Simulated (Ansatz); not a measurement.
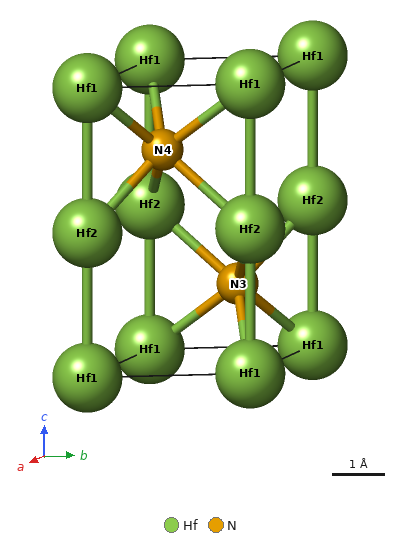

**Figure 1.** The input geometry (ball-and-stick view of the cell of the calculation, seen slightly off an axis; atoms are numbered from 1 in the order of the input). Near neighbours in the crystal (not all of them lie inside the picture): Hf has 2 Hf at 2.84 Å and 6 N at 2.32 Å; N has 6 Hf at 2.32 Å.

Geometry relaxation, with input and output: HfN

System: HfN (P6₃/mmc, 4 atoms in the cell).
Method: DFT PBEsol, scalar-relativistic, plane waves, PAW, no spin polarisation (Ansatz 0.2.0).

The structure was built on a prototype by a generator; it need not be a known phase. It belongs to a series of runs on one base structure; here: volume × 1.040. Figures and captions count atoms from 1; the log counts them from 0 in places.

## The program's output
```
Engine: ansatz 0.2.0, aarch64-unknown-linux-gnu
Pseudopotentials: kind: paw
Pseudopotential: Hf, paw, valence charge 26, recommended cutoff 420 eV (normal), Hf.paw.azcp
Pseudopotential: N, paw, valence charge 5, recommended cutoff 420 eV (normal), N.paw.azcp
Functional definition: PBEsol
  exchange = pbesol_x
  correlation = pbesol_c
Crystal: 4 atoms, lattice volume = 49.347 Å³
Basis set: ecut = 420 eV, 943 PW (Γ), exchange–correlation on 48×48×80 points (8 copies of the dense FFT grid, shifted against one another)
Bands: 38, of which v1, the nominal top of the filled ones, is band 31 counted from 1 (30 counted from 0)
Symmetry: 24 space group operations
Space group: P63/mmc (ITA 194), of the structure as read, at distance tolerance 3.7e-5 Å
k-points: 70 of 800
Non-local potential: Hf, projectors of the file, l = 0: 3, l = 1: 2, l = 2: 2, l = 3: 3
Non-local potential: N, projectors of the file, l = 0: 2, l = 1: 2, l = 2: 1
PAW form: soft (Blöchl's): semilocal exchange-correlation on the pseudo side does not see the compensation charge
PAW frozen core: Hf, regenerated for the run's functional, and the local potential with it (the file was generated under x = pbe(κ = 0.804, μ = 0.2195149727645171), c = pbe(β = 0.06672455060314922))
PAW frozen core: N, regenerated for the run's functional, and the local potential with it (the file was generated under x = pbe(κ = 0.804, μ = 0.2195149727645171), c = pbe(β = 0.06672455060314922))
PAW one-centre angular grid: Hf, 590 points (default); XC on 64 Gauss nodes
PAW one-centre angular grid: N, 110 points (default); XC on 64 Gauss nodes
Initial density: superposition of atomic densities (neutral atoms: chi_scale 0, normalization atom), corrected by the library's trained network
Initial wavefunctions: pseudopotential atomic-orbital guess
Functional: x = pbesol(κ = 0.804, μ = 0.12345679012345678), c = pbesol(β = 0.046)
SCF iter   1: F=—  HF=-31958.978768 eV  |F-HF|=—  |Δ(HF+E_count)|=         —  Δρ=1.04e-2  dr2=4.98e-2  ethr=1.77e-3  ⟨swp⟩=4.9  Hψ=8423  notcnv=0  defer=9
preconditioner: auto → Kerker (q_TF=auto, 2.834 Å⁻¹)  [metal: Δε(μ)=0.017 eV  Ē_g=17.855 eV  σ=0.050 eV  W_gap=0.19  n_scr=22 (ndim 8)  ℏωp=40.3 eV  f_vac=0.000  D(μ)=2.44/eV (n_scr^D=22)]
SCF iter   2: F=—  HF=-31958.967173 eV  |F-HF|=—  |Δ(HF+E_count)|=   1.16e-2  Δρ=2.57e-3  dr2=2.04e-3  ethr=8.04e-5  ⟨swp⟩=2.0  Hψ=4141  notcnv=0  defer=116
SCF iter   3: F=—  HF=-31958.966900 eV  |F-HF|=—  |Δ(HF+E_count)|=   2.73e-4  Δρ=1.08e-3  dr2=2.32e-4  ethr=3.29e-6  ⟨swp⟩=2.0  Hψ=4048  notcnv=0  defer=116
SCF iter   4: F=—  HF=-31958.966898 eV  |F-HF|=—  |Δ(HF+E_count)|=   2.41e-6  Δρ=4.55e-4  dr2=5.76e-5  ethr=3.75e-7  ⟨swp⟩=2.4  Hψ=4696  notcnv=0  defer=116
SCF iter   5: F=—  HF=-31958.966911 eV  |F-HF|=—  |Δ(HF+E_count)|=   1.38e-5  Δρ=9.75e-5  dr2=3.02e-6  ethr=9.29e-8  ⟨swp⟩=2.0  Hψ=4521  notcnv=0  defer=116
SCF iter   6: F=—  HF=-31958.966913 eV  |F-HF|=—  |Δ(HF+E_count)|=   1.37e-6  Δρ=2.94e-5  dr2=2.81e-7  ethr=4.87e-9  ⟨swp⟩=2.0  Hψ=4702  notcnv=0  defer=116
SCF iter   7: F=-31958.966912 eV  HF=-31958.966912 eV  |F-HF|=1.21e-9  |Δ(HF+E_count)|=   2.16e-7  Δρ=6.02e-6  dr2=1.67e-8  ethr=1.61e-10  ⟨swp⟩=9.4  Hψ=12216  notcnv=0
SCF 1 converged in 7 iterations: F = -31958.966912 eV  dr2 = 1.67e-8
  greatest PAW one-centre occupation: 0.998 electrons in one spin orbital (limit 2), on the Hf atom at site 0 (counted from 0), in its partial waves of l = 3
relax step   1: F+E_penalty+E_count = -31958.96691249 eV  Δ(F+E_penalty+E_count) = +0.000e0 eV  max|allowed force component| = 1.989e-16 eV/Å  Δτ_max = 0.0000 Å  P = -9.377 GPa  Ω = 49.347 Å³  fix = [volume]  reactions: volume -9.377 GPa  (7 SCF iters, dr2 threshold 1.00e-7 eV, accepted)
Initial density: handed on by an earlier stage of this run
Initial wavefunctions: those handed on with the density
iter 1 solved again at ethr=8.86e-7 eV; its pass at ethr=3.10e-3 eV (dr2=5.50e-4 eV) is discarded
SCF iter   1: F=—  HF=-31958.966581 eV  |F-HF|=—  |Δ(HF+E_count)|=         —  Δρ=1.05e-3  dr2=5.94e-4  ethr=8.86e-7  ⟨swp⟩=2.2  Hψ=12579  notcnv=0
preconditioner: auto → Kerker (q_TF=auto, 2.834 Å⁻¹)  [metal: Δε(μ)=0.049 eV  Ē_g=17.878 eV  σ=0.050 eV  W_gap=0.49  n_scr=22 (ndim 8)  ℏωp=40.3 eV  f_vac=0.000  D(μ)=1.92/eV (n_scr^D=22)]
SCF iter   2: F=—  HF=-31958.966455 eV  |F-HF|=—  |Δ(HF+E_count)|=   1.26e-4  Δρ=6.57e-4  dr2=2.59e-4  ethr=8.86e-7  ⟨swp⟩=1.0  Hψ=2660  notcnv=0
SCF iter   3: F=—  HF=-31958.966381 eV  |F-HF|=—  |Δ(HF+E_count)|=   7.38e-5  Δρ=9.15e-5  dr2=3.27e-6  ethr=4.17e-7  ⟨swp⟩=2.0  Hψ=4620  notcnv=0
SCF iter   4: F=—  HF=-31958.966381 eV  |F-HF|=—  |Δ(HF+E_count)|=   3.61e-7  Δρ=3.85e-5  dr2=4.40e-7  ethr=6.45e-10  ⟨swp⟩=6.2  Hψ=12375  notcnv=0
SCF iter   5: F=-31958.966381 eV  HF=-31958.966381 eV  |F-HF|=1.45e-7  |Δ(HF+E_count)|=   8.49e-8  Δρ=1.14e-5  dr2=4.55e-8  ethr=6.45e-10  ⟨swp⟩=4.7  Hψ=9691  notcnv=0
SCF 2 converged in 5 iterations: F = -31958.966381 eV  dr2 = 4.55e-8
  greatest PAW one-centre occupation: 0.998 electrons in one spin orbital (limit 2), on the Hf atom at site 1 (counted from 0), in its partial waves of l = 3
relax step   2: F+E_penalty+E_count = -31958.96638068 eV  Δ(F+E_penalty+E_count) = +5.318e-4 eV  max|allowed force component| = 1.388e-16 eV/Å  Δτ_max = 0.0000 Å  P = -9.199 GPa  Ω = 49.347 Å³  energy of the carried Pulay correction = -5.027e-5 eV  fix = [volume]  (5 SCF iters, dr2 threshold 4.00e-7 eV, rejected (line search))
iter 1 solved again at ethr=3.92e-7 eV; its pass at ethr=3.10e-3 eV (dr2=2.43e-4 eV) is discarded
SCF iter   1: F=—  HF=-31958.967155 eV  |F-HF|=—  |Δ(HF+E_count)|=         —  Δρ=6.91e-4  dr2=2.56e-4  ethr=3.92e-7  ⟨swp⟩=2.2  Hψ=12284  notcnv=0
preconditioner: auto → Kerker (q_TF=auto, 2.834 Å⁻¹)  [metal: Δε(μ)=0.033 eV  Ē_g=17.875 eV  σ=0.050 eV  W_gap=0.35  n_scr=22 (ndim 8)  ℏωp=40.3 eV  f_vac=0.000  D(μ)=2.29/eV (n_scr^D=22)]
SCF iter   2: F=—  HF=-31958.967105 eV  |F-HF|=—  |Δ(HF+E_count)|=   5.04e-5  Δρ=4.32e-4  dr2=1.11e-4  ethr=3.92e-7  ⟨swp⟩=1.0  Hψ=2660  notcnv=0
SCF iter   3: F=—  HF=-31958.967060 eV  |F-HF|=—  |Δ(HF+E_count)|=   4.47e-5  Δρ=6.83e-5  dr2=2.04e-6  ethr=1.79e-7  ⟨swp⟩=2.1  Hψ=4514  notcnv=0
SCF iter   4: F=—  HF=-31958.967089 eV  |F-HF|=—  |Δ(HF+E_count)|=   2.83e-5  Δρ=3.79e-5  dr2=4.50e-7  ethr=3.29e-9  ⟨swp⟩=2.0  Hψ=4684  notcnv=0
SCF iter   5: F=—  HF=-31958.967088 eV  |F-HF|=—  |Δ(HF+E_count)|=   1.66e-7  Δρ=1.73e-5  dr2=9.52e-8  ethr=7.26e-10  ⟨swp⟩=2.0  Hψ=4691  notcnv=0
SCF iter   6: F=—  HF=-31958.967088 eV  |F-HF|=—  |Δ(HF+E_count)|=   8.92e-9  Δρ=4.31e-6  dr2=5.68e-9  ethr=1.54e-10  ⟨swp⟩=2.0  Hψ=4015  notcnv=0
SCF iter   7: F=—  HF=-31958.967088 eV  |F-HF|=—  |Δ(HF+E_count)|=  5.60e-10  Δρ=9.43e-7  dr2=2.62e-10  ethr=9.17e-12  ⟨swp⟩=2.2  Hψ=4686  notcnv=0
SCF iter   8: F=-31958.967088 eV  HF=-31958.967088 eV  |F-HF|=0.00e0  |Δ(HF+E_count)|=  7.28e-11  Δρ=1.75e-7  dr2=8.29e-12  ethr=1.00e-12  ⟨swp⟩=4.3  Hψ=9477  notcnv=0
SCF 3 converged in 8 iterations: F = -31958.967088 eV  dr2 = 8.29e-12
relax step   3: F+E_penalty+E_count = -31958.96708838 eV  Δ(F+E_penalty+E_count) = -1.759e-4 eV  max|allowed force component| = 3.331e-16 eV/Å  Δτ_max = 0.0000 Å  P = -9.317 GPa  Ω = 49.347 Å³  energy of the carried Pulay correction = -1.727e-5 eV  fix = [volume]  reactions: volume -9.317 GPa  (8 SCF iters, accepted)
Initial wavefunctions: pseudopotential atomic-orbital guess (no wavefunctions were taken with the density)
iter 1 solved again at ethr=8.78e-9 eV; its pass at ethr=3.10e-3 eV (dr2=5.44e-6 eV) is discarded
SCF iter   1: F=—  HF=-31958.967028 eV  |F-HF|=—  |Δ(HF+E_count)|=         —  Δρ=8.66e-6  dr2=3.29e-9  ethr=8.78e-9  ⟨swp⟩=4.0  Hψ=17104  notcnv=0
preconditioner: auto → Kerker (q_TF=auto, 2.834 Å⁻¹)  [metal: Δε(μ)=0.035 eV  Ē_g=17.876 eV  σ=0.050 eV  W_gap=0.36  n_scr=22 (ndim 8)  ℏωp=40.3 eV  f_vac=0.000  D(μ)=2.27/eV (n_scr^D=22)]
SCF iter   2: F=—  HF=-31958.967059 eV  |F-HF|=—  |Δ(HF+E_count)|=   3.12e-5  Δρ=4.82e-6  dr2=1.15e-9  ethr=5.31e-12  ⟨swp⟩=2.9  Hψ=5669  notcnv=0
SCF iter   3: F=—  HF=-31958.967059 eV  |F-HF|=—  |Δ(HF+E_count)|=   3.68e-9  Δρ=1.28e-6  dr2=1.46e-10  ethr=1.00e-12  ⟨swp⟩=4.6  Hψ=12917  notcnv=0
SCF iter   4: F=-31958.967059 eV  HF=-31958.967059 eV  |F-HF|=1.09e-11  |Δ(HF+E_count)|=  1.09e-10  Δρ=1.59e-7  dr2=9.25e-12  ethr=1.00e-12  ⟨swp⟩=4.9  Hψ=9906  notcnv=0
SCF 4 converged in 4 iterations: F = -31958.967059 eV  dr2 = 9.25e-12
relax step   4: F+E_penalty+E_count = -31958.96705890 eV  Δ(F+E_penalty+E_count) = +2.948e-5 eV  max|allowed force component| = 3.469e-16 eV/Å  Δτ_max = 0.0000 Å  P = -9.316 GPa  Ω = 49.347 Å³  fix = [volume]  reactions: volume -9.316 GPa  stress off target by 1.95e-2 GPa on what of the cell is left free  SCF on the basis re-selected at this cell (its energy is not comparable with the rows above)  (4 SCF iters)
```

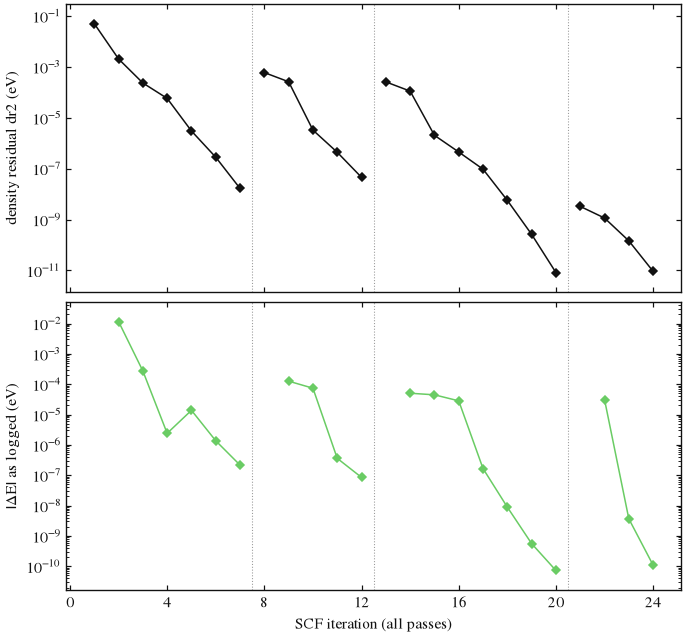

**Figure 2.** Convergence of the self-consistent field: density residual dr2 and size of the energy change against the SCF iteration. The dotted lines part the SCF passes of the relaxation: geometry steps, rejected trials and re-solves on a re-selected basis. The passes take 7, 5, 8 and 4 iterations.

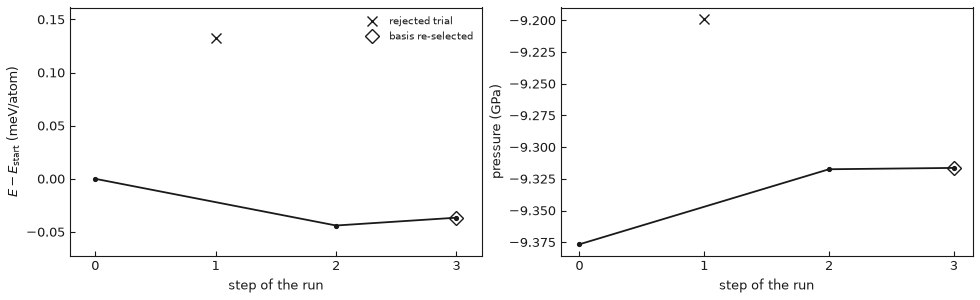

**Figure 3.** Progress of the relaxation, step by step (the first geometry is step 0 here and step 1 in the log). The atoms keep their places relative to the cell (all moves are under 0.005 Å). Among the contacts that change: Hf1–Hf2 2.840 → 2.835 Å. The space group stays P6_3/mmc (No. 194). Over 2 geometry steps the energy falls by next to nothing (0.0 meV per atom). All forces vanish by symmetry, so only the cell relaxes. The pressure goes from −9.38 to −9.32 GPa. The line search rejected the trial step at point 1 (counted from 0) and went back. A last SCF at the same geometry on a re-selected plane-wave basis shifts the energy by +0.0 meV per atom. (Atoms are counted from 1 in the order of the input.)

```
basis re-selected at this cell: Δ(F+E_penalty+E_count) = +2.948e-5 eV, ΔP = +0.001 GPa vs the last step (what re-selecting the basis moved, of the pressure what is left beyond the Pulay correction that the steps carried, after the strain that the cell walked since its last selection, with what the two solves' SCF thresholds leave and, on support functions, any second-order correction that the steps lacked; it is no measure of the basis error at this ecutwfc). This SCF's stress stands 1.95e-2 GPa from its target on what of the cell is left free (relax.cell.stress_tol is 1.00e-1 GPa) and its largest allowed force component is 3.47e-16 eV/Å (relax.f_tol is 1.00e-2 eV/Å): within both
SCF converged after 4 iterations
Free energy (F): -31958.967059 eV
Harris-Foulkes:  -31958.967059 eV  (|F-HF|=1.09e-11)
Internal energy: -31958.964219 eV  (E = F + TS)
E sigma→0 (E₀):  -31958.965639 eV
Entropy (-TS):   -0.002840 eV (-0.710 meV/atom)
Fermi energy:    21.688202 eV
--- Per-component energies (eV) ---
  E_band       = 251.693162
  E_kinetic    = 1108.380857
  E_local      = -10012.808009  (includes V_loc(G=0)·N_el)
  E_nonlocal   = -2386.165579
  E_hartree    = 4712.330940
  E_xc         = -715.678112
  E_vxc        = -685.909044  (∫ρ·V_xc dr)
  E_paw        = -13858.210595  (= ΣΔE_a)
  E_vpaw       = 2803.532960  (= ΣTr[D̂ρ^β])
  E_aug_tail   = 0.000178  (compensation charges beyond the density's cutoff)
  E_ewald      = -10809.372280
  E_core_change = 2.558381  (= ΣΔE_core)
  E_smearing   = -0.002840  (= −TS)
  E_closure    = -0.000000  (closes the sum)
  Σ components = -31958.967059   (vs F -31958.967059, Δ=0.00e0)
--- Forces (eV/Å), atoms counted from 1 ---
  atom   1  Hf    -0.00000000    -0.00000000    -0.00000000
  atom   2  Hf    -0.00000000     0.00000000     0.00000000
  atom   3  N      0.00000000    -0.00000000     0.00000000
  atom   4  N     -0.00000000     0.00000000     0.00000000
  max |Σ_I F_I| component: 1.85e-17 eV/Å
--- Stress (GPa, compression-positive) ---
       -9.306633      -0.000000       0.000000
       -0.000000      -9.306633       0.000000
        0.000000       0.000000      -9.335937
  P = ⅓ Tr σ = -9.3164 GPa (-93.164 kbar)
--- Band table (eV; the first three rows and the last of 70) ---
  k-point 0: bands = ["-40.7934", "-40.7078", "-10.1984", "-9.3015", "-9.3015", "-9.1681", "-9.1681", "-8.8824", "5.0794", "7.1780", "9.2323", "9.2760", "9.2824", "9.2824", "9.3442", "9.3442", "9.3464", "9.3477", "9.3544", "9.3544", "9.4197", "9.4356", "9.4356", "9.4631", "13.5328", "16.7231", "16.7231", "18.9143", "18.9364", "19.4977", "19.4977", "22.4963", "22.4963", "22.5408", "22.5408", "23.5228", "26.5437", "26.6255"]
  k-point 1: bands = ["-40.7901", "-40.7111", "-10.1529", "-9.2965", "-9.2965", "-9.1733", "-9.1733", "-8.9380", "5.1539", "7.0881", "9.2331", "9.2763", "9.2848", "9.2848", "9.3419", "9.3419", "9.3465", "9.3476", "9.3570", "9.3570", "9.4145", "9.4320", "9.4320", "9.4412", "13.7014", "16.7918", "16.7918", "18.1930", "19.2903", "19.2903", "19.6199", "22.5728", "22.5728", "22.7553", "22.7553", "23.7541", "25.9912", "26.8292"]
  k-point 2: bands = ["-40.7809", "-40.7204", "-10.0218", "-9.2822", "-9.2822", "-9.1879", "-9.1879", "-9.0936", "5.3666", "6.8381", "9.2359", "9.2749", "9.2915", "9.2915", "9.3352", "9.3352", "9.3466", "9.3475", "9.3647", "9.3647", "9.3982", "9.4007", "9.4219", "9.4219", "14.1655", "16.9949", "16.9949", "17.3748", "18.8159", "18.8159", "20.4037", "22.7913", "22.7913", "23.2006", "23.2006", "24.3521", "25.0129", "26.4975"]
  k-point 69: bands = ["-40.7022", "-40.7022", "-9.7930", "-9.7930", "-9.6537", "-9.6537", "-9.3958", "-9.3958", "6.8122", "6.8122", "9.2692", "9.2692", "9.3187", "9.3187", "9.3314", "9.3314", "9.3576", "9.3576", "9.3682", "9.3682", "9.4006", "9.4006", "9.4467", "9.4467", "15.5058", "15.5058", "16.3687", "16.3687", "17.0776", "17.0776", "22.3657", "22.3657", "24.3835", "24.3835", "25.4757", "25.4757", "26.8015", "26.8015"]
--- Relaxed structure (3 steps of the walk, 2 accepted, 1 SCFs on fresh bases) ---
  F+E_penalty+E_count = -31958.96705890 eV   max|allowed force component| = 3.469e-16 eV/Å   (the final SCF, on the basis selected at the relaxed cell)
  cell:  # Å, volume = 49.3467 Å³
    - [3.1699217423304615, 2.8888874745868877e-11, 0.0]
    - [-1.5849608711902496, 2.745232756852365, 0.0]
    - [0.0, 0.0, 5.670613267349535]
  atoms:
    - { symbol: Hf, position: [-8.102949361539349e-35, -1.1884082052226175e-36, 5.0201307609981684e-51] }
    - { symbol: Hf, position: [-8.083353483438238e-35, 1.7369043020376327e-36, 0.49999999999999994] }
    - { symbol: N, position: [0.3333333333333333, 0.6666666666666666, 0.24999999999999997] }
    - { symbol: N, position: [0.6666666666666666, 0.3333333333333333, 0.75] }
```

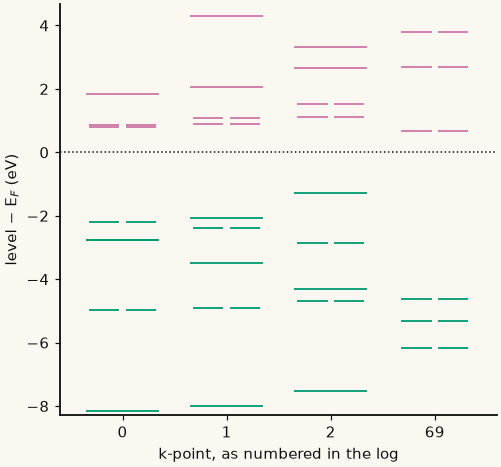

**Figure 4.** Kohn–Sham levels near the Fermi level (dotted) at the few k-points that the log prints; levels within 0.02 eV of each other stand side by side. The system is metallic on the full mesh.

The run was set up as follows.

## The input
```yaml
crystal:
  lattice:
    - [3.1675708979, 0.0, 0.0]
    - [-1.583785449, 2.7431968659, 0.0]
    - [0.0, 0.0, 5.6790333954]
  atoms:
    - { symbol: Hf, position: [0.0, 0.0, 0.0] }
    - { symbol: Hf, position: [0.0, 0.0, 0.5] }
    - { symbol: "N", position: [0.3333333333, 0.6666666667, 0.25] }
    - { symbol: "N", position: [0.6666666667, 0.3333333333, 0.75] }
basis:
  ecutwfc: 420
  ecutrho_ratio: 4
kpoints:
  mp_grid: { grid: [10, 10, 8] }
hamiltonian:
  xc: pbesol
scf:
  occupations: { method: gaussian, width: 0.05 }
output:
  forces: true
  stress: true
  eigenvalues: true
relax:
  f_tol: 0.01
  max_steps: 40
  cell: { stress_tol: 0.1, fix: [volume] }
```

## Summary

- outcome: converged
- space group (tolerance 0.01 Å): P6₃/mmc (194)
- electrons treated: 62
- free energy: −31958.9671 eV
- Fermi energy: 21.688 eV
- gap on the k-point mesh: none (metallic)
- pressure: −9.32 GPa
- final volume: 49.35 Å³
- largest force (length of the vector) at the end: under 0.001 eV/Å
- final cell: a = 3.170 Å, b = 3.170 Å, c = 5.671 Å, α = 90.00°, β = 90.00°, γ = 120.00°
- hardware: 4 threads of an Arm (aarch64) CPU, shared host
- wall time: 13 s (CPU time 47 s)
- peak memory: 0.45 GiB

## Remarks

Spin–orbit coupling is left out, which matters for Hf. The cell is under a tension of 9.3 GPa at this level, so it is not at its equilibrium volume.
